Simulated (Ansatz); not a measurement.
## Run report: C4HSi4, geometry relaxation (part 3 of 4)

C4HSi4 (slab, 9 atoms in the cell); DFT PBEsol, scalar-relativistic, plane waves, PAW, spin-polarised (Ansatz 0.2.0); cutoff 420 eV, 9×9×1 k-mesh, Gaussian smearing of 0.05 eV, collinear spins. The structure derives from an entry of the Crystallography Open Database. The input holds or restrains some coordinates. Forces given for the steps count only the free coordinates. It belongs to a series of runs on one base structure; here: H put at a top Si site.

Geometry of the input (Å; fractional positions):
```
3.0806  0.0000  0.0000
0.0000  3.0806  0.0000
0.0000  0.0000  26.6241
C  0.0000  0.5000  0.3193
Si 0.5000  0.5000  0.3602
C  0.5000  0.0000  0.4011
Si 0.0000  0.0000  0.4420
C  0.0000  0.5000  0.4831
Si 0.5000  0.5000  0.5238
C  0.5000  0.0000  0.5646
Si 0.0000  0.0000  0.6062
H  0.0000  0.0000  0.6595
```

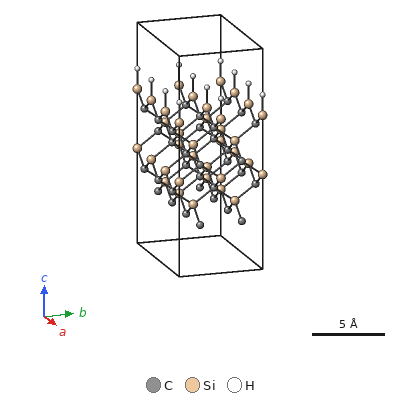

**Figure 1.** The geometry at step 3 of the log (ball-and-stick view of the 3 × 2 repeat of the cell, with the vacuum cut short, seen slightly off an axis).

**Output, continued**
```
SCF iter  41: F=—  HF=-3484.747204 eV  |F-HF|=—  |Δ(HF+E_count)|=   5.23e-6  Δρ=1.81e-5 (↑1.02e-5 ↓1.81e-5)  dr2=8.35e-6  dr2_m=1.19e-7  M=0.814 μB ∫|m|=0.843 μB  ethr=6.82e-8  p=0.179 e·Å  D=1.28e-1 V/Å  ΔV_dip=-3.42 eV  dr2_dipole=2.61e-7  V_vac-E_F(+/−)=3.30/6.72 eV  ⟨swp⟩=15.1  Hψ=12610  notcnv=0
SCF iter  42: F=-3484.747202 eV  HF=-3484.747203 eV  |F-HF|=3.43e-7  |Δ(HF+E_count)|=   1.18e-6  Δρ=6.89e-6 (↑6.89e-6 ↓3.16e-6)  dr2=3.92e-7  dr2_m=1.81e-8  M=0.814 μB ∫|m|=0.842 μB  ethr=2.53e-8  p=0.179 e·Å  D=1.28e-1 V/Å  ΔV_dip=-3.42 eV  dr2_dipole=1.76e-8  V_vac-E_F(+/−)=3.30/6.72 eV  ⟨swp⟩=13.9  Hψ=11231  notcnv=0
SCF iter  43: F=-3484.747202 eV  HF=-3484.747203 eV  |F-HF|=3.43e-7  |Δ(HF+E_count)|=  3.18e-12  Δρ=6.89e-6 (↑6.89e-6 ↓3.16e-6)  dr2=3.92e-7  dr2_m=1.81e-8  M=0.814 μB ∫|m|=0.842 μB  ethr=1.19e-9  p=0.179 e·Å  D=1.28e-1 V/Å  ΔV_dip=-3.42 eV  dr2_dipole=1.76e-8  V_vac-E_F(+/−)=3.30/6.72 eV  ⟨swp⟩=9.5  Hψ=10221  notcnv=0
at 8 of the mixer's solves, the last at iteration 26, it left a direction of its history that read negative out of its fit and stepped the other way along it
the search or the solves at the SCF's close seem to have found levels that the self-consistency loop had missed (the run counts 2). By its estimate they hold under 1e-12 electrons; where the run keeps them, the occupations were computed again with them
SCF 1 converged in 43 iterations: F = -3484.747202 eV  dr2 = 3.92e-7
  greatest PAW one-centre occupation: 0.716 electrons in one spin orbital (limit 2), on the C atom at site 0 (counted from 0), in its partial waves of l = 0
relax step   1: F+E_penalty+E_count = -3484.74720233 eV  Δ(F+E_penalty+E_count) = +0.000e0 eV  max|allowed force component| = 2.731e0 eV/Å  Δτ_max = 0.0000 Å  (43 SCF iters, dr2 threshold 2.25e-5 eV, accepted)
Initial density: handed on by an earlier stage of this run
Starting moments: Σ|m| = 1 μB on 1 of 9 sites; this step starts from the density that it was given
Initial wavefunctions: those handed on with the density
iter 1 solved again at ethr=1.10e-4 eV; its pass at ethr=3.10e-3 eV (dr2=3.62e-2 eV) is discarded
SCF iter   1: F=—  HF=-3484.842884 eV  |F-HF|=—  |Δ(HF+E_count)|=         —  Δρ=1.18e-3 (↑1.11e-3 ↓1.18e-3)  dr2=3.85e-2  dr2_m=7.95e-5  M=0.837 μB ∫|m|=0.863 μB  β_m=1.20  ethr=1.10e-4  p=0.179 e·Å  D=1.28e-1 V/Å  ΔV_dip=-3.42 eV  dr2_dipole=1.33e-2  V_vac-E_F(+/−)=3.32/6.74 eV  ⟨swp⟩=1.9  Hψ=4362  notcnv=0  defer=188
efield: sawtooth ramp at fractional position 0.9694 (handed on by an earlier solve), width 0.0400; the density the first Hamiltonian is built on has a dipole p = 0.179 e·Å; the dipole correction subtracts the counter field D = 1.28e-1 V/Å, which shifts the + side's vacuum level by -3.42 eV against the − side's; the planar-averaged density in the ramp window peaks in size at 1.6e-6 e/Å³
preconditioner: auto → LDOS  [metal: Δε(μ)=0.013 eV  Ē_g=10.711 eV  σ=0.050 eV  W_gap=0.15  n_scr=16 (ndim 8)  ℏωp=13.4 eV  f_vac=0.566  D(μ)=1.59/eV (n_scr^D=8)]
spin=Collinear: LDOS preconditioning applied to the charge; magnetization (m = ρ↑ − ρ↓) channel mixes plain (no charge-response kernel on spin).
SCF iter   2: F=—  HF=-3484.840242 eV  |F-HF|=—  |Δ(HF+E_count)|=   2.64e-3  Δρ=7.46e-4 (↑7.46e-4 ↓7.17e-4)  dr2=1.91e-2  dr2_m=6.77e-6  M=0.834 μB ∫|m|=0.861 μB  β_m=0.48  ethr=1.10e-4  p=0.176 e·Å  D=1.26e-1 V/Å  ΔV_dip=-3.36 eV  dr2_dipole=7.68e-3  V_vac-E_F(+/−)=3.37/6.73 eV  ⟨swp⟩=1.4  Hψ=1154  notcnv=0  defer=188
density mixer auto → msr1: a metal under ldos (density of states about μ 0.58 of a free-electron gas's, 16 screened modes)
SCF iter   3: F=—  HF=-3484.838590 eV  |F-HF|=—  |Δ(HF+E_count)|=   1.65e-3  Δρ=3.39e-4 (↑3.39e-4 ↓3.08e-4)  dr2=2.26e-4  dr2_m=2.08e-4  M=0.817 μB ∫|m|=0.847 μB  β_m=0.53  ethr=5.79e-5  p=0.169 e·Å  D=1.21e-1 V/Å  ΔV_dip=-3.23 eV  dr2_dipole=5.29e-5  V_vac-E_F(+/−)=3.47/6.70 eV  ⟨swp⟩=2.0  Hψ=1405  notcnv=0  defer=188
SCF iter   4: F=—  HF=-3484.838861 eV  |F-HF|=—  |Δ(HF+E_count)|=   2.71e-4  Δρ=2.32e-4 (↑1.81e-4 ↓2.32e-4)  dr2=5.05e-4  dr2_m=8.88e-5  M=0.809 μB ∫|m|=0.839 μB  β_m=0.53  ethr=6.85e-7  p=0.169 e·Å  D=1.21e-1 V/Å  ΔV_dip=-3.22 eV  dr2_dipole=2.18e-4  V_vac-E_F(+/−)=3.48/6.70 eV  ⟨swp⟩=2.6  Hψ=2239  notcnv=0  defer=190
SCF iter   5: F=—  HF=-3484.838970 eV  |F-HF|=—  |Δ(HF+E_count)|=   1.08e-4  Δρ=1.24e-4 (↑8.14e-5 ↓1.24e-4)  dr2=4.03e-4  dr2_m=1.64e-5  M=0.807 μB ∫|m|=0.836 μB  β_m=0.74  ethr=6.85e-7  p=0.170 e·Å  D=1.21e-1 V/Å  ΔV_dip=-3.23 eV  dr2_dipole=1.71e-4  V_vac-E_F(+/−)=3.48/6.71 eV  ⟨swp⟩=2.8  Hψ=1805  notcnv=0  defer=190
SCF iter   6: F=-3484.838955 eV  HF=-3484.838979 eV  |F-HF|=2.46e-5  |Δ(HF+E_count)|=   9.56e-6  Δρ=4.02e-5 (↑4.02e-5 ↓3.85e-5)  dr2=2.69e-5  dr2_m=1.87e-7  M=0.808 μB ∫|m|=0.837 μB  ethr=3.03e-7  p=0.170 e·Å  D=1.22e-1 V/Å  ΔV_dip=-3.24 eV  dr2_dipole=3.56e-6  V_vac-E_F(+/−)=3.48/6.72 eV  ⟨swp⟩=25.1  Hψ=15605  notcnv=0
the search or the solves at the SCF's close seem to have found levels that the self-consistency loop had missed (the run counts 5). By its estimate they hold under 1e-12 electrons; where the run keeps them, the occupations were computed again with them
SCF 2 converged in 6 iterations: F = -3484.838955 eV  dr2 = 2.69e-5
[... from here on the iterations of each SCF are left out, up to the last one ...]
relax step   2: F+E_penalty+E_count = -3484.83895452 eV  Δ(F+E_penalty+E_count) = -9.175e-2 eV  max|allowed force component| = 1.019e0 eV/Å  Δτ_max = 0.0412 Å  (6 SCF iters, dr2 threshold 1.00e-4 eV, accepted)
efield: sawtooth ramp at fractional position 0.9694 (handed on by an earlier solve), width 0.0400; the density the first Hamiltonian is built on has a dipole p = 0.170 e·Å; the dipole correction subtracts the counter field D = 1.22e-1 V/Å, which shifts the + side's vacuum level by -3.24 eV against the − side's; the planar-averaged density in the ramp window peaks in size at 1.6e-6 e/Å³
preconditioner: auto → LDOS  [metal: Δε(μ)=0.026 eV  Ē_g=10.742 eV  σ=0.050 eV  W_gap=0.29  n_scr=16 (ndim 8)  ℏωp=13.4 eV  f_vac=0.565  D(μ)=1.38/eV (n_scr^D=8)]
spin=Collinear: LDOS preconditioning applied to the charge; magnetization (m = ρ↑ − ρ↓) channel mixes plain (no charge-response kernel on spin).
density mixer auto → msr1: a metal under ldos (density of states about μ 0.58 of a free-electron gas's, 16 screened modes)
the search or the solves at the SCF's close seem to have found levels that the self-consistency loop had missed (the run counts 2). By its estimate they hold under 1e-12 electrons; where the run keeps them, the occupations were computed again with them
SCF 3 converged in 6 iterations: F = -3484.858911 eV  dr2 = 2.80e-5
relax step   3: F+E_penalty+E_count = -3484.85891141 eV  Δ(F+E_penalty+E_count) = -1.996e-2 eV  max|allowed force component| = 4.025e-2 eV/Å  Δτ_max = 0.0207 Å  (6 SCF iters, dr2 threshold 6.49e-5 eV, accepted)
efield: sawtooth ramp at fractional position 0.9694 (handed on by an earlier solve), width 0.0400; the density the first Hamiltonian is built on has a dipole p = 0.164 e·Å; the dipole correction subtracts the counter field D = 1.18e-1 V/Å, which shifts the + side's vacuum level by -3.14 eV against the − side's; the planar-averaged density in the ramp window peaks in size at 1.3e-6 e/Å³
preconditioner: auto → none  [insulator: Δε(μ)=0.074 eV  Ē_g=10.765 eV  σ=0.050 eV  W_gap=0.70  n_scr=16 (ndim 8)  ℏωp=13.4 eV  f_vac=0.564  D(μ)=1.10/eV (n_scr^D=6)  ε∞_Penn≈2.6]
density mixer auto → broyden: gapped, with few screened modes (density of states about μ 0.58 of a free-electron gas's, 16 screened modes)
SCF 4 converged in 7 iterations: F = -3484.858948 eV  dr2 = 1.56e-9
relax step   4: F+E_penalty+E_count = -3484.85894812 eV  Δ(F+E_penalty+E_count) = -3.672e-5 eV  max|allowed force component| = 4.235e-2 eV/Å  Δτ_max = 0.0000 Å  (7 SCF iters, accepted)
SCF iter   1: F=—  HF=-3484.859054 eV  |F-HF|=—  |Δ(HF+E_count)|=         —  Δρ=2.18e-4 (↑1.82e-4 ↓2.18e-4)  dr2=4.55e-4  dr2_m=2.53e-5  M=0.793 μB ∫|m|=0.825 μB  β_m=1.20  ethr=5.50e-5  p=0.165 e·Å  D=1.18e-1 V/Å  ΔV_dip=-3.14 eV  dr2_dipole=4.20e-5  V_vac-E_F(+/−)=3.60/6.73 eV  ⟨swp⟩=2.0  Hψ=2378  notcnv=0  defer=170
efield: sawtooth ramp at fractional position 0.9694 (handed on by an earlier solve), width 0.0400; the density the first Hamiltonian is built on has a dipole p = 0.165 e·Å; the dipole correction subtracts the counter field D = 1.18e-1 V/Å, which shifts the + side's vacuum level by -3.14 eV against the − side's; the planar-averaged density in the ramp window peaks in size at 1.3e-6 e/Å³
preconditioner: auto → none  [insulator: Δε(μ)=0.075 eV  Ē_g=10.762 eV  σ=0.050 eV  W_gap=0.71  n_scr=16 (ndim 8)  ℏωp=13.4 eV  f_vac=0.564  D(μ)=1.09/eV (n_scr^D=6)  ε∞_Penn≈2.6]
SCF iter   2: F=—  HF=-3484.859369 eV  |F-HF|=—  |Δ(HF+E_count)|=   3.15e-4  Δρ=2.39e-4 (↑1.44e-4 ↓2.39e-4)  dr2=6.11e-3  dr2_m=2.55e-5  M=0.780 μB ∫|m|=0.816 μB  β_m=1.20  ethr=1.38e-6  p=0.161 e·Å  D=1.16e-1 V/Å  ΔV_dip=-3.08 eV  dr2_dipole=2.81e-3  V_vac-E_F(+/−)=3.65/6.72 eV  ⟨swp⟩=2.1  Hψ=2182  notcnv=0  defer=166  κ⁻¹=1.0e0(r=1)
density mixer auto → broyden: gapped, with few screened modes (density of states about μ 0.57 of a free-electron gas's, 16 screened modes)
SCF iter   3: F=—  HF=-3484.859072 eV  |F-HF|=—  |Δ(HF+E_count)|=   2.97e-4  Δρ=1.26e-4 (↑9.75e-5 ↓1.26e-4)  dr2=6.92e-4  dr2_m=2.53e-6  M=0.795 μB ∫|m|=0.826 μB  β_m=1.20  ethr=1.38e-6  p=0.165 e·Å  D=1.18e-1 V/Å  ΔV_dip=-3.15 eV  dr2_dipole=2.25e-4  V_vac-E_F(+/−)=3.60/6.74 eV  ⟨swp⟩=1.9  Hψ=1341  notcnv=0  defer=166  κ⁻¹=1.2e-2(r=2)
SCF iter   4: F=—  HF=-3484.859034 eV  |F-HF|=—  |Δ(HF+E_count)|=   3.81e-5  Δρ=7.92e-5 (↑7.43e-5 ↓7.92e-5)  dr2=8.37e-5  dr2_m=1.72e-7  M=0.791 μB ∫|m|=0.823 μB  β_m=1.20  ethr=1.38e-6  p=0.164 e·Å  D=1.18e-1 V/Å  ΔV_dip=-3.13 eV  dr2_dipole=1.45e-5  V_vac-E_F(+/−)=3.60/6.73 eV  ⟨swp⟩=1.9  Hψ=1197  notcnv=0  defer=166  κ⁻¹=9.1e-4(r=3)
SCF iter   5: F=—  HF=-3484.859035 eV  |F-HF|=—  |Δ(HF+E_count)|=   4.89e-7  Δρ=2.69e-5 (↑2.59e-5 ↓2.69e-5)  dr2=1.95e-5  dr2_m=1.53e-7  M=0.792 μB ∫|m|=0.824 μB  β_m=1.20  ethr=2.54e-7  p=0.165 e·Å  D=1.18e-1 V/Å  ΔV_dip=-3.14 eV  dr2_dipole=7.48e-6  V_vac-E_F(+/−)=3.60/6.74 eV  ⟨swp⟩=2.6  Hψ=1934  notcnv=0  defer=166  κ⁻¹=2.0e-4(r=4)
SCF iter   6: F=—  HF=-3484.859034 eV  |F-HF|=—  |Δ(HF+E_count)|=   4.90e-7  Δρ=1.30e-5 (↑1.30e-5 ↓1.25e-5)  dr2=9.24e-7  dr2_m=2.97e-9  M=0.792 μB ∫|m|=0.824 μB  β_m=1.20  ethr=5.92e-8  p=0.165 e·Å  D=1.18e-1 V/Å  ΔV_dip=-3.14 eV  dr2_dipole=1.69e-7  V_vac-E_F(+/−)=3.60/6.74 eV  ⟨swp⟩=1.0  Hψ=1118  notcnv=0  defer=166  κ⁻¹=2.6e-5(r=5)
SCF iter   7: F=—  HF=-3484.859034 eV  |F-HF|=—  |Δ(HF+E_count)|=   1.19e-8  Δρ=5.52e-6 (↑5.34e-6 ↓5.52e-6)  dr2=1.50e-7  dr2_m=3.63e-10  M=0.792 μB ∫|m|=0.824 μB  β_m=1.20  ethr=2.80e-9  p=0.165 e·Å  D=1.18e-1 V/Å  ΔV_dip=-3.14 eV  dr2_dipole=2.05e-9  V_vac-E_F(+/−)=3.60/6.74 eV  ⟨swp⟩=2.1  Hψ=1872  notcnv=0  defer=166  κ⁻¹=5.7e-6(r=6)
iter 8 did not close the SCF: its close was put off until two iterations running show no level that it waits for move by more than its bar (scf_convergence_deferred on its scf_iter line)
SCF iter   8: F=-3484.859034 eV  HF=-3484.859034 eV  |F-HF|=2.78e-8  |Δ(HF+E_count)|=   1.38e-8  Δρ=1.29e-6 (↑1.27e-6 ↓1.29e-6)  dr2=2.92e-8  dr2_m=1.30e-10  M=0.792 μB ∫|m|=0.824 μB  β_m=1.20  ethr=3.03e-10  p=0.165 e·Å  D=1.18e-1 V/Å  ΔV_dip=-3.14 eV  dr2_dipole=8.30e-9  V_vac-E_F(+/−)=3.60/6.74 eV  ⟨swp⟩=17.8  Hψ=10710  notcnv=0  κ⁻¹=8.7e-7(r=7)
iter 9 did not close the SCF: its close was put off until two iterations running show no level that it waits for move by more than its bar (scf_convergence_deferred on its scf_iter line)
SCF iter   9: F=-3484.859034 eV  HF=-3484.859034 eV  |F-HF|=9.59e-9  |Δ(HF+E_count)|=   1.98e-9  Δρ=5.38e-7 (↑4.62e-7 ↓5.38e-7)  dr2=7.65e-9  dr2_m=4.12e-11  M=0.792 μB ∫|m|=0.824 μB  β_m=1.20  ethr=8.86e-11  p=0.165 e·Å  D=1.18e-1 V/Å  ΔV_dip=-3.14 eV  dr2_dipole=3.30e-9  V_vac-E_F(+/−)=3.60/6.74 eV  ⟨swp⟩=8.5  Hψ=8158  notcnv=0  κ⁻¹=5.3e-8(r=8)
SCF iter  10: F=-3484.859034 eV  HF=-3484.859034 eV  |F-HF|=1.47e-9  |Δ(HF+E_count)|=  2.59e-11  Δρ=2.54e-7 (↑2.46e-7 ↓2.54e-7)  dr2=1.36e-9  dr2_m=5.83e-12  M=0.792 μB ∫|m|=0.824 μB  ethr=2.32e-11  p=0.165 e·Å  D=1.18e-1 V/Å  ΔV_dip=-3.14 eV  dr2_dipole=4.47e-10  V_vac-E_F(+/−)=3.60/6.74 eV  ⟨swp⟩=7.8  Hψ=7400  notcnv=0
SCF 5 converged in 10 iterations: F = -3484.859034 eV  dr2 = 1.36e-9
relax step   5: F+E_penalty+E_count = -3484.85903419 eV  Δ(F+E_penalty+E_count) = -8.607e-5 eV  max|allowed force component| = 9.289e-3 eV/Å  Δτ_max = 0.0043 Å  (10 SCF iters, accepted)
```

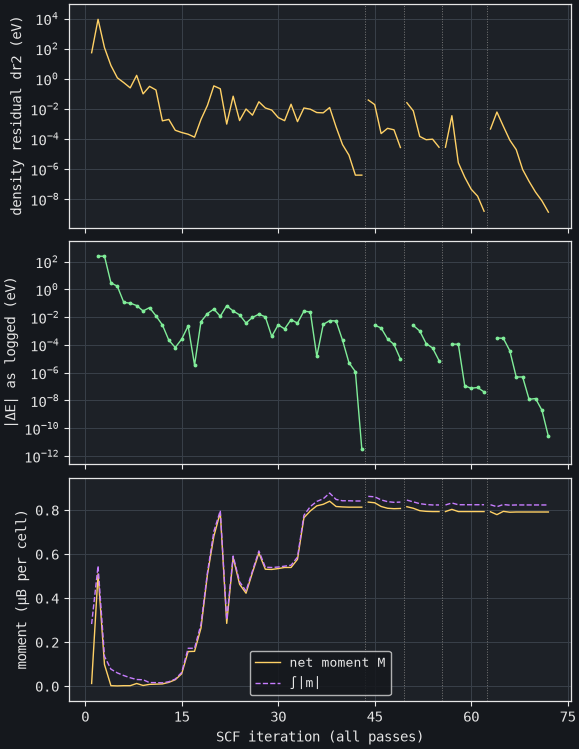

**Figure 2.** Convergence of the self-consistent field: density residual dr2, size of the energy change and magnetic moment against the SCF iteration. The dotted lines part the SCF passes of the relaxation: geometry steps, rejected trials and re-solves on a re-selected basis. The 5 passes take 6 to 43 iterations each, 72 in all. The net moment goes from 0.0 to 0.8 μB per cell.

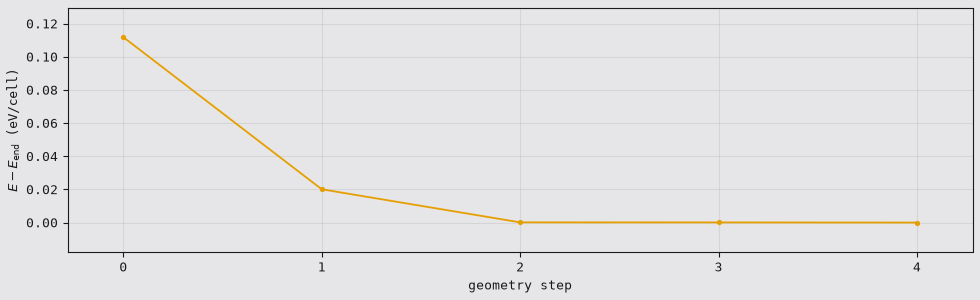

**Figure 3.** Progress of the restrained relaxation, step by step (the first geometry is step 0 here and step 1 in the log).

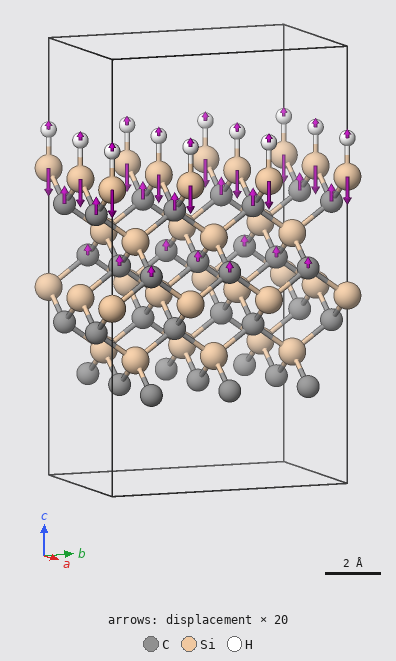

**Figure 4.** The starting structure with the displacements as pink arrows, magnified 20 times (ball-and-stick view of the 2 × 3 repeat of the cell, with the vacuum cut short, seen slightly off an axis). The energy falls by 0.112 eV per cell of the calculation in 4 geometry steps. Largest force component: 2.7 eV/Å at the start, 0.0093 eV/Å at the end. The atom that moves furthest is Si8 (0.053 Å). Largest moves by element: Si 0.053 Å, C 0.034 Å, H 0.017 Å. The cell doesn't change. Distances before and after: Si8–H9 1.420 → 1.490 Å, C7–Si8 1.898 → 1.849 Å, Si6–C7 1.883 → 1.901 Å, Si4–C5 1.889 → 1.902 Å. Among the angles that change: Si8–C7–Si8 108.5° → 112.9°, C7–Si8–C7 108.5° → 112.9°, C7–Si8–H9 125.8° → 123.6°. (Atoms are counted from 1 in the order of the input.)

```
WARN: The output density's exchange-correlation potential varies sharply where the density is thin. Do not read a vacuum level from v_tot or v_xc, or from such a field of the output density. On a cell that repeats whose density bears no net charge and no dipole along the vacuum's axis use v_es (v_loc + v_h of the components); under efield.dipole_correction with no amplitude use v_es + v_field, which holds any external_charges[].barrier, or the levels of the report's work_function block, which leave it out; under a non-zero efield.amplitude the vacuum is tilted and has no level; on a cell that repeats and bears such a dipole with no correction it is tilted too, and efield.dipole_correction with no amplitude gives each side of its ramp a level where efield: is served; in a cell that repeats whose density bears a net charge (total_charge, or a fill off its count) it is curved and has none; of a slab under crystal.periodic whose density bears no net charge use v_es, which has a level on each side, short of where the two are joined; of another it falls or rises all the way out and has none; of a slab beside external_charges read slab_vacuum_level instead, which it has where they leave it neutral. The grid or the basis barely resolves most such structure, and the values can differ between equally converged runs; as a rule a tighter scf.convergence.dr2_threshold does not remove it. Where the density itself ripples (under the LDA too) a higher basis.ecutwfc lessens it. The files hold the spikes' plane waves up to the density's cutoff. Files: v_tot_of_output_density and the like, and their columns of v_z.tsv (output.write_potential); v_xc_of_output_density and the like, and their columns of v_comp_z.tsv (output.write_potential_components). Measured: with its Gaussian average of σ = 0.25 Å subtracted twice, the exchange-correlation potential is over 0.1 eV at 436 of the grid points where the equally averaged density (valence and model cores) is under 1e-3 e/Å³, and 0.439 eV at the most among them, at an averaged density of 2.4e-8 e/Å³. The input density's (outcome.potential() and, of a run that writes arrays, v_tot and v_xc) is over 0.1 eV, so measured, at 177 points of its own thin density, 0.347 eV at the most. See output.write_potential in the manual, Limitations
SCF converged after 10 iterations
Stability not checked: this state was not tested for a lower state beside it, because the mixer in use, unlike msr1, does not test its closes by its own steps (another_mixer; see scf.mixing.algorithm and scf.lower_state_search)
Magnetization: 0.7919 μB (16.8960 up, 16.1040 down)
Absolute magnetization: 0.8241 μB (∫|ρ↑−ρ↓|, with the PAW one-centre terms)
Spin contamination: 0.0268 ħ² per cell (⟨S²⟩ above its minimum at these occupations)
Per-site moments (μB) at R_I (Å): [(0.3871297288034386, 0.7781758736129973), (0.015865106726795912, 0.7781758736129973), (0.04580048660527586, 0.7781758742470704), (0.005906091204970255, 0.7781758742470704), (0.0040842025674389755, 0.7728568953161071), (0.0004134656176933776, 0.7728568953161071), (0.0007819597707220588, 0.7625605947759365), (-2.758793955411554e-5, 0.6147625770641433), (-0.00010999406192943202, 0.6147625770641433)]
Free energy (F): -3484.859034 eV
Harris-Foulkes:  -3484.859034 eV  (|F-HF|=1.47e-9)
Internal energy: -3484.857691 eV  (E = F + TS)
E sigma→0 (E₀):  -3484.858363 eV
Entropy (-TS):   -0.001343 eV (-0.149 meV/atom)
Fermi energy:    0.143594 eV
Dipole field:    D = 0.117914 V/Å  (p = 0.164648 e·Å, saw-weighted, corrected)
```
